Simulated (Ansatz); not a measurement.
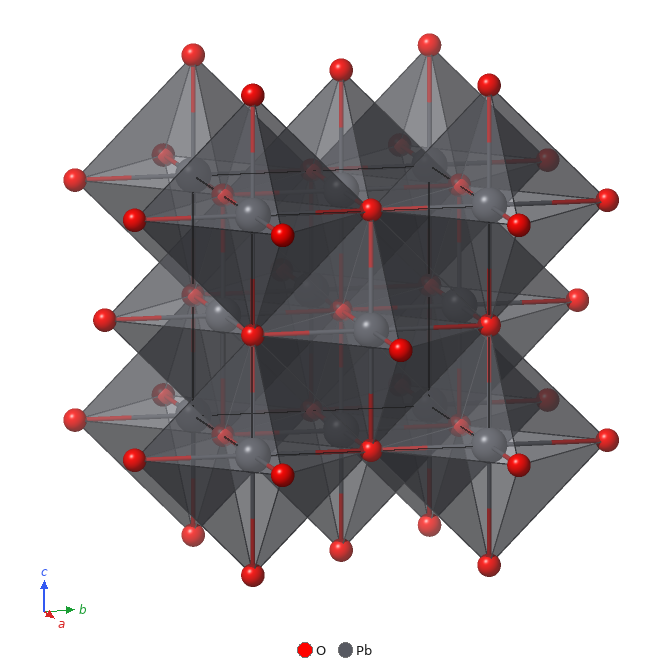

The image is a polyhedral drawing of a crystal, viewed slightly off an axis. One drawn cell (a repeat of the simulation cell) is framed, with atoms on its boundary repeated. Some neighbours outside the box are added.

PbO, a = 5.213 Å, b = 5.213 Å, c = 5.213 Å, α = 90.00°, β = 90.00°, γ = 89.82°. Strictly the space group is Immm (No. 71, within 0.01 Å). It is a distorted form of a face-centred cubic structure, space group Fm-3m (No. 225) within 0.25 Å: rock salt (NaCl type). The cell started as a structure type filled with these elements by a generator (whether the compound takes this form wasn't checked). The cell was then strained or its atoms displaced on purpose. Ansatz was used for an electronic-structure calculation on it.

This one geometry was computed with Ansatz (DFT, plane waves, PAW) at three levels of theory: r2SCAN, PBE and HSE06. It was relaxed with r2SCAN and then strained.

> Which level gives the highest pressure at this volume, and what does that say about its equilibrium volume?

Highest: PBE (2.7 GPa), which points to the largest equilibrium volume. Lowest, with the smallest volume: r2SCAN (0.0 GPa) and HSE06 (-0.4 GPa). Levels within 0.5 GPa of each other can't be told apart.

> How does the band gap change with the level of theory?

HSE06: a gap of 0.08 eV, direct; PBE: a gap of 0.16 eV, direct; r2SCAN: a gap of 0.26 eV, indirect.

> Collect the results in a table.

| level | cutoff (eV) | k-mesh of the run's cell | gap (eV) | pressure (GPa) |
| --- | --- | --- | --- | --- |
| r2SCAN | 500 | 8×8×8 | 0.26 | 0.0 |
| PBE | 420 | 8×8×8 | 0.16 | 2.7 |
| HSE06 | 420 | 6×6×6 | 0.08 | -0.4 |

Gaps are taken on the k-mesh or band path of each run.
